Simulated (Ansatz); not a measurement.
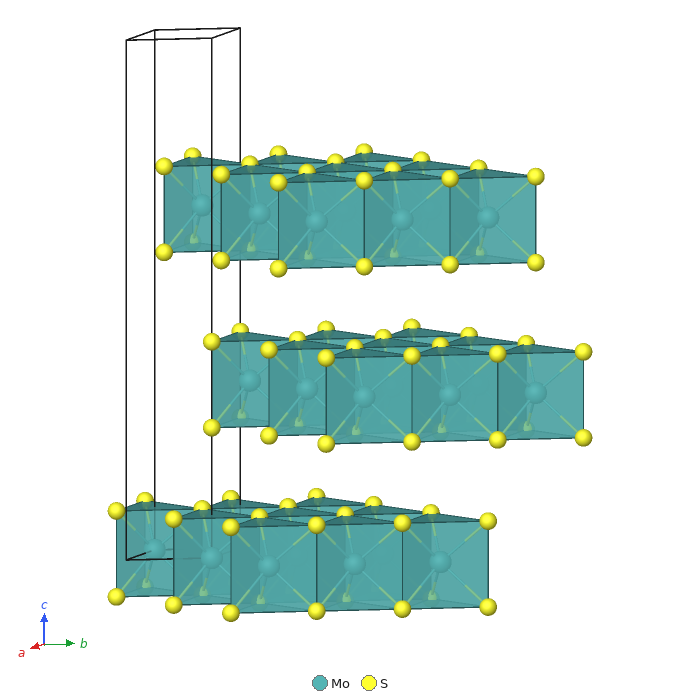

Polyhedra are drawn about Mo (bonds: Mo–S below 2.7 Å); other atoms are plain spheres.

The compound is MoS₂ (space group R3m, No. 160), taken as coordinates from a relaxation with Ansatz, DFT PBEsol, scalar-relativistic, plane waves, PAW.

Sharing among the drawn polyhedra:

| site | polyhedron | corner-sharing neighbours | edge-sharing | face-sharing | bond (Å) |
| --- | --- | --- | --- | --- | --- |
| Mo | MoS6 trigonal prism | 0 | 6 | 0 | 2.39 |

They form layers of edge-sharing trigonal prisms parallel to (001).
